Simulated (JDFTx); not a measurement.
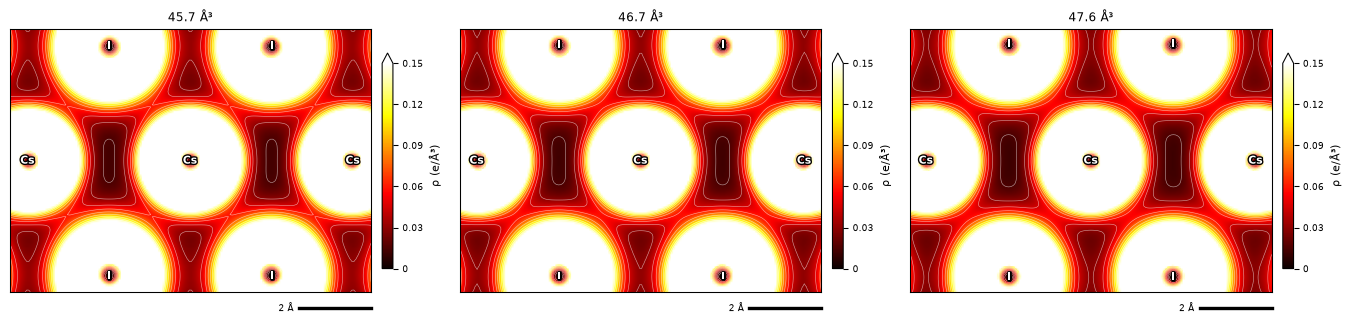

CsI. The valence electron density of cells scaled evenly to different volumes (given per atom above each panel), on the (110) plane of each (indices in the axes of the cell below), at one length scale and on one colour scale.

These are results of Kohn-Sham DFT of a periodic cell, PBEsol, PseudoDojo-SR-PBEsol-0.4.1-standard in JDFTx, not measurements.

The density is the valence pseudo-density of a pseudopotential calculation; it isn't the true density close to the nuclei.

The largest cell:

```
Cs I
1.0
     4.65627    0.00000    0.00000
     0.00000    4.65627    0.00000
     0.00000    0.00000    4.65627
Cs I
1 1
Direct
  0.00000 0.00000 0.00000
  0.50000 0.50000 0.50000
```

| volume (Å³/atom) | Cs–I contact in the plane (Å) | ρ at its midpoint (e/Å³) | pressure (GPa) | gap on the mesh (eV) | 
| --- | --- | --- | --- | --- |
| 45.71 | 3.901 | 0.062 | 0.0 | 3.85 | 
| 46.67 | 3.928 | 0.060 | −0.2 | 3.78 | 
| 47.62 | 3.955 | 0.057 | −0.5 | 3.71 | 
| 48.57 | 3.981 | ? | ? | ? | 
| 50.48 | 4.032 | 0.050 | −1.0 | 3.54 | 

Question: Estimate the missing row, and compare with the calculation.

Answer: Over the known rows ln ρ falls by 1.67 per Å of Cs–I distance (a least-squares line), which gives 0.055 e/Å³ at 3.981 Å; the calculation gives 0.055 e/Å³. For the pressure, a straight line in volume between the neighbouring rows gives −0.7 GPa; the calculation gives −0.7. For the gap on the mesh, a straight line in volume between the neighbouring rows gives 3.65 eV; the calculation gives 3.65.
